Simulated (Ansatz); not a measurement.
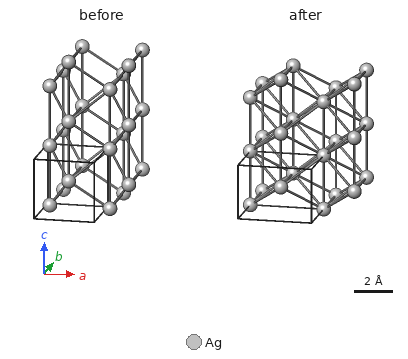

The structure of solid Ag (set up in P-1) before (left) and after (right) a relaxation, at one scale.

The picture is a ball-and-stick view of the cell of the calculation, repeated 2 × 2 × 3 with one cell outlined, seen slightly off an axis.

Case: all atoms moved at random, sigma 0.4 Å for each component; relaxed back.

Level of theory: Ansatz 0.2.0, DFT r2SCAN, scalar-relativistic, plane waves, PAW. Set-up: plane-wave cutoff 500 eV; k-point mesh 10 × 10 × 10; occupations gaussian; smearing width 0.15 eV; no spin polarisation; cell and atoms relaxed; force threshold 0.01 eV/Å; at most 80 steps.

**Describe what moved and what it gained.**

The largest moves relative to the cell, 0.67 Å, are those of Ag atoms. The drawn cell changes as follows: a 3.269 → 3.991 Å (+22.1 %), b = c 3.269 → 2.945 Å (−9.9 %); the volume changes by −0.9 %. Near-neighbour distances that change, for instance: Ag–Ag 4.070 → 2.884 Å, Ag–Ag 3.931 → 2.885 Å, Ag–Ag 1.862 → 2.884 Å, Ag–Ag 2.140 → 2.885 Å. New bonds form, among them: Ag–Ag (3.62 → 2.88 Å), Ag–Ag (3.93 → 2.88 Å), Ag–Ag (4.07 → 2.88 Å). The space group (tolerance 0.01 Å) goes from P-1 (No. 2) to I4/mmm (No. 139). Over 9 accepted moves (11 points after the start) the energy falls by 4364 meV per atom. Largest force component: 21 eV/Å at the start, 0.00021 eV/Å at the end. The pressure goes from 112.72 to 0.02 GPa. At 2 points the geometry stayed and the basis and grid were re-selected for the new cell (energy shift of 1.9 meV per atom at most each time).
